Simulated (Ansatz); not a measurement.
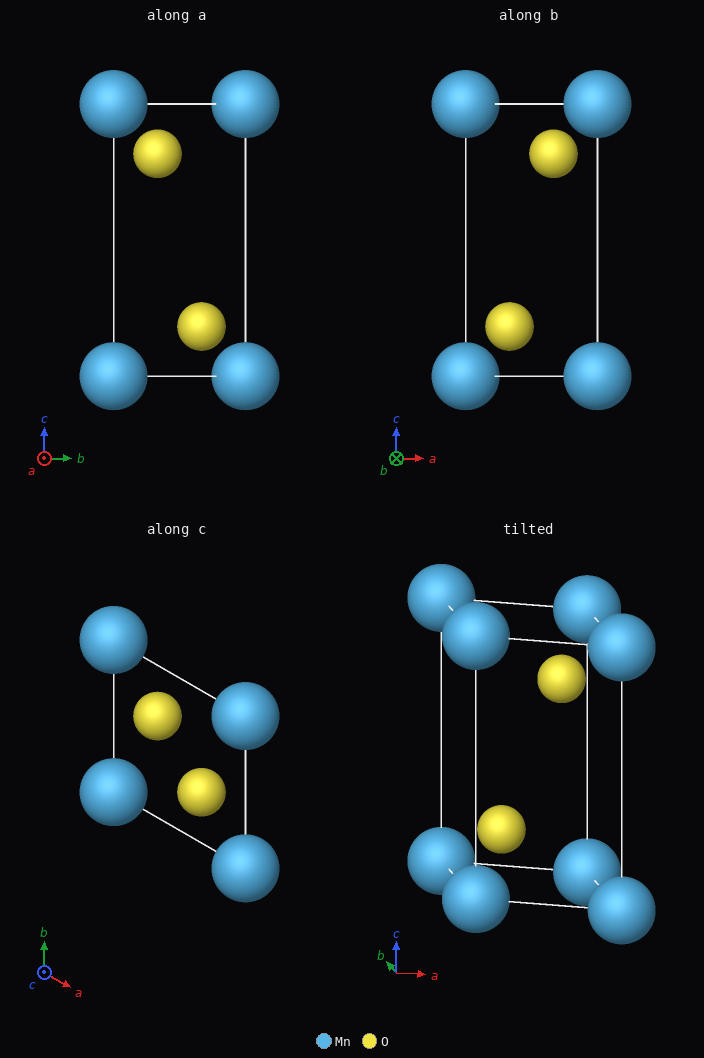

Figure: spheres-only view along the a axis, along the b axis, along the c axis and slightly off an axis. The edges of the conventional unit cell are marked.

Lattice parameters: a = 2.918 Å, b = 2.918 Å, c = 5.214 Å, α = 90.00°, β = 90.00°, γ = 120.00°. Put a along x and b in the xy plane.

### Set out the cell and atoms as a POSCAR file, with free fractional coordinates to two decimals.

```
Mn O
1.0
     2.918    0.000    0.000
    -1.459    2.527    0.000
     0.000    0.000    5.214
Mn O
1 2
Direct
  0.00 0.00 0.00
  0.3333 0.6667 0.18
  0.6667 0.3333 0.82
```

The structure comes from a structure type filled with these elements by a generator (whether the compound takes this form wasn't checked). It was relaxed at fixed volume with DFT PBE+U, scalar-relativistic, plane waves, PAW in Ansatz.
